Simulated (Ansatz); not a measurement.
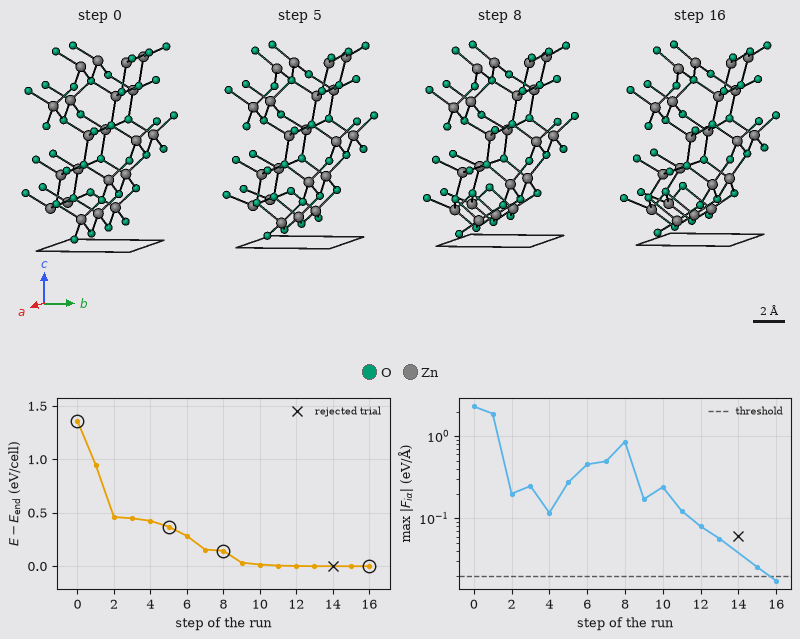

Frames of a relaxation of a slab of composition ZnO (cut from the P6_3mc phase), marked on the history of the run. The picture is a ball-and-stick view of the 2 × 1 repeat of the cell, outlined in the plane, without the vacuum (origin shifted), seen slightly off an axis.

Case: (1 0 1) slab, atoms relaxed. The slab is the (1 0 1) face of ZnO.

Theory: Ansatz, DFT PBEsol, scalar-relativistic, plane waves, PAW. (plane-wave cutoff 420 eV; k-point mesh 9 × 5 × 1; occupations gaussian; smearing width 0.05 eV; no spin polarisation; dipole correction; atoms relaxed in a fixed cell; force threshold 0.02 eV/Å; at most 60 steps)

**Describe the path.**

An O atom moves most relative to the layer's centre: 1.23 Å at 71° to the normal (+c side). By element the largest moves are O 1.23 Å, Zn 0.38 Å. The lattice vectors keep their values. Near-neighbour distances that change, for instance: O–Zn 3.238 → 1.936 Å, O–Zn 3.238 → 2.224 Å, O–Zn 1.976 → 2.458 Å, O–Zn 1.976 → 2.132 Å. New bonds form: O–Zn (3.24 → 1.94 Å), O–Zn (3.24 → 2.22 Å). Among the angles between lasting bonds that change: O–Zn–O 108.7° → 85.3°, O–Zn–O 108.7° → 91.1°, Zn–O–Zn 108.7° → 126.2°. The energy falls by 1.360 eV per cell of the calculation in 15 accepted moves (16 points after the start). Largest force component: 2.3 eV/Å at the start, 0.017 eV/Å at the end. The line search rejected the trial step at point 14 of the run. From step 0 to 5: an O atom moves most (0.54 Å), energy −0.989 eV per cell of the calculation. From step 5 to 8: an O atom moves most (0.58 Å), energy −0.225 eV per cell of the calculation. From step 8 to 16: an O atom moves most (0.48 Å), energy −0.145 eV per cell of the calculation.

```csv
step,"E − E(0), meV/atom","largest force component, eV/Å",note
0,0.00,2.3036,
1,-20.52,1.8861,
2,-44.95,0.1996,
3,-45.56,0.2474,
4,-46.73,0.1167,
5,-49.47,0.2746,
6,-53.79,0.4546,
7,-60.20,0.4947,
8,-60.73,0.8597,
9,-66.31,0.1710,
10,-67.18,0.2405,
11,-67.69,0.1235,
12,-67.87,0.0799,
13,-67.96,0.0568,
14,-67.92,0.0603,rejected
15,-67.98,0.0255,
16,-67.98,0.0174,
```
